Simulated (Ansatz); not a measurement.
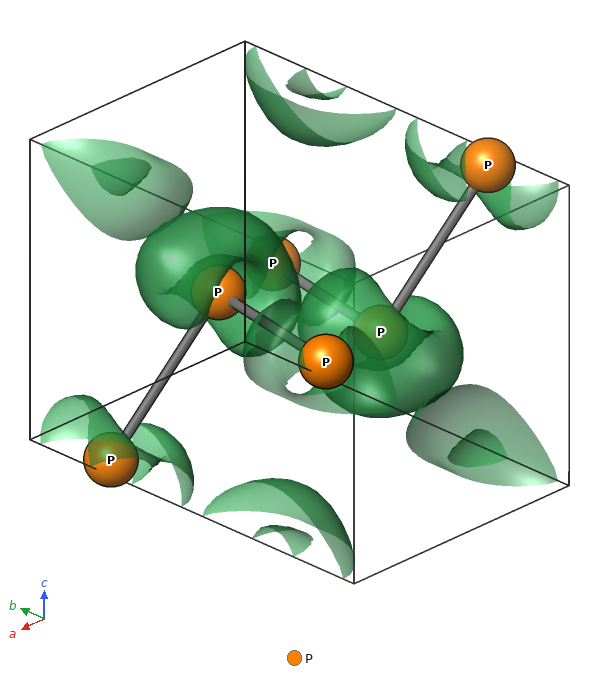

P. Density of the Kohn–Sham states from −0.25 to +0.25 eV about the Fermi level (the states at the Fermi level), scaled to one electron a cell: green surface at 0.06 1/Å³, in the conventional cell seen at an oblique angle.

Space group Imma; not relaxed (largest force 0.4 eV/Å); the calculation finds a residual pressure of about 3 GPa at this fixed cell. The cell comes from a database of computed structures, not from a measurement.

Method: DFT PBE, scalar-relativistic, plane waves, PAW (Ansatz 0.2.0).

Core electrons are frozen (PAW), so the fields are smoothed inside the atomic spheres.

```xyz
4
Lattice="3.3830 0.0000 0.0000 0.0000 5.0303 0.0000 0.0000 0.0000 3.7179" Properties=species:S:1:pos:R:3 pbc="T T T"
P     0.0000    3.7727    0.1982
P     1.6915    1.2576    2.0571
P     0.0000    1.2576    3.5197
P     1.6915    3.7727    1.6607
```

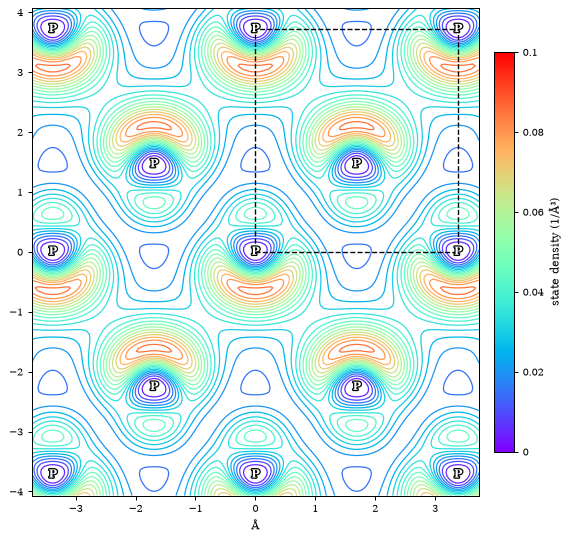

Also shown: a map on the (010) plane of the conventional cell.

Describe these states.

Löwdin projections on the PAW files' atomic orbitals give P 3p (80 %) and P 3s (20 %).

The run took 9.5 s on 1 thread of Arm Neoverse N1, with other jobs on the host, peak memory 0.34 GiB.
